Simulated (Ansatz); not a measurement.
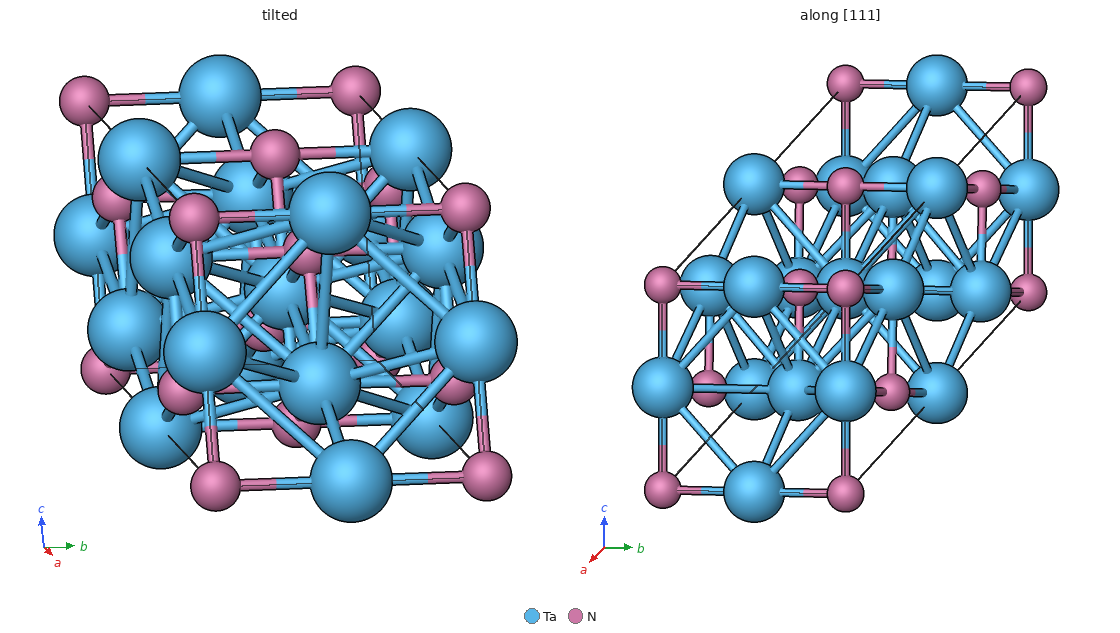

View slightly off an axis and along [111], drawn as a ball-and-stick model. The wireframe shows the conventional unit cell. Cell: a = 9.418 Å, b = 4.357 Å, c = 4.358 Å, α = 90.00°, β = 114.96°, γ = 90.00°.

Describe the arrangement of the atoms.

- Formula: Ta₄N₃.
- The structure has C2/m (No. 12) symmetry and a base-centred monoclinic lattice.
- Counting shared atoms by their share gives 8 Ta, 6 N, or 14 atoms.
- With all contacts inside bonding distance counted, the coordination numbers are Ta 16 to 17 (mean 16.5) and N 6.

It goes back to a structure listed in the Materials Project. The cell was then strained or its atoms displaced on purpose. It went into a calculation with Ansatz.
